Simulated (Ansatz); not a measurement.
Input file:

```
crystal:
  lattice:
    - [3.4064273474, 0.0, 0.0]
    - [-1.7032136737, 2.950052619, 0.0]
    - [0.0, 0.0, 4.0210783005]
  atoms:
    - { symbol: Sn, position: [0.0, 0.0, 0.5] }
    - { symbol: O, position: [0.0, 0.0, 0.0] }
basis:
  ecutwfc: 420
kpoints:
  mp_grid: { grid: [18, 18, 14] }
hamiltonian:
  xc: pbe
scf:
  occupations: { method: gaussian, width: 0.1 }
output:
  forces: true
  stress: true
  eigenvalues: true
  write_density: true
  write_potential: true
  elf: true
  volumetric_format: npy
relax:
  adjacent_minimum: "off"
  f_tol: 0.01
  max_steps: 80
  cell: { stress_tol: 0.05 }
```

Command:

```sh
ansatz run input.yaml --threads 1 --pin off --max-ram 2560MiB --backend cpu --events-out ev --progress --plain --runs-dir out
```

Below, planes, directions and counts refer to the conventional cell (a = 3.42 Å, b = 3.42 Å, c = 4.02 Å, α = 90.00°, β = 90.00°, γ = 120.00°).

The fields are those of the run's last geometry, not of the input's.

Space group P6/mmm; a structure generated by program, which may or may not match a known phase.

Method: DFT PBE, scalar-relativistic, plane waves, PAW (Ansatz 0.2.0).

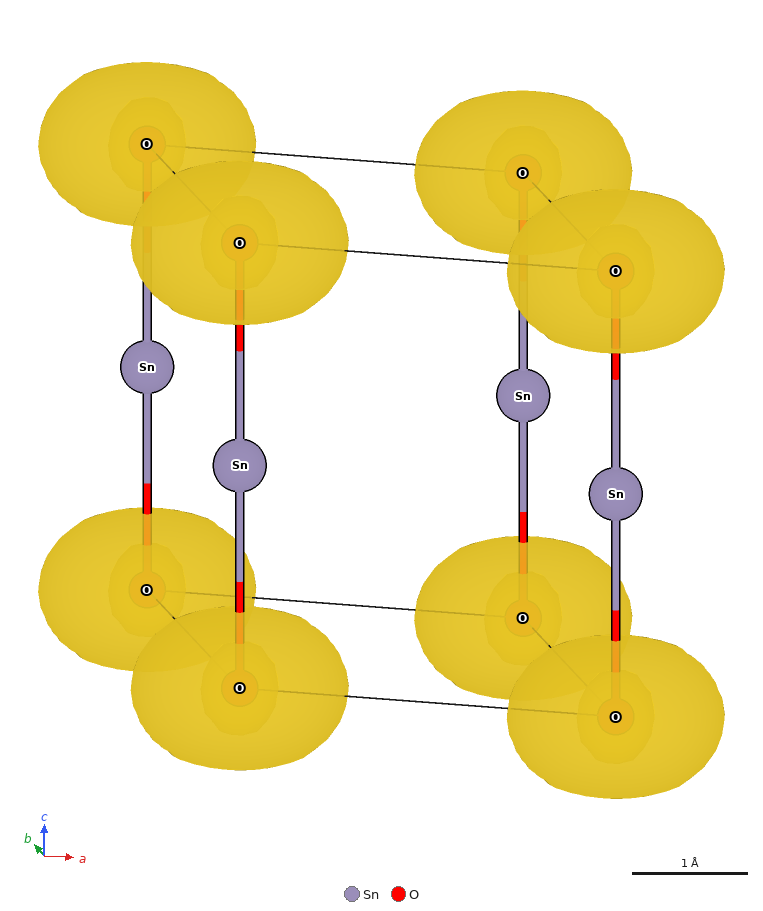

SnO. Isosurface of the ELF at 0.7 (yellow), seen slightly off an axis. Core shells and regions of very low density are left out. Sticks mark near contacts.

Question: Describe the localisation domains.

Answer: The ELF exceeds this value in one region wrapped around O (its valence shell), counted in one cell of 2 atoms. Regions shared between cells count once.

Values along the shortest contacts:
Sn–O (2.01 Å): the ELF peaks at about 0.75 in the valence shell of O, 0.6 Å from its nucleus, and is about 0.25 at the midpoint; no shared electron pair shows on this line.
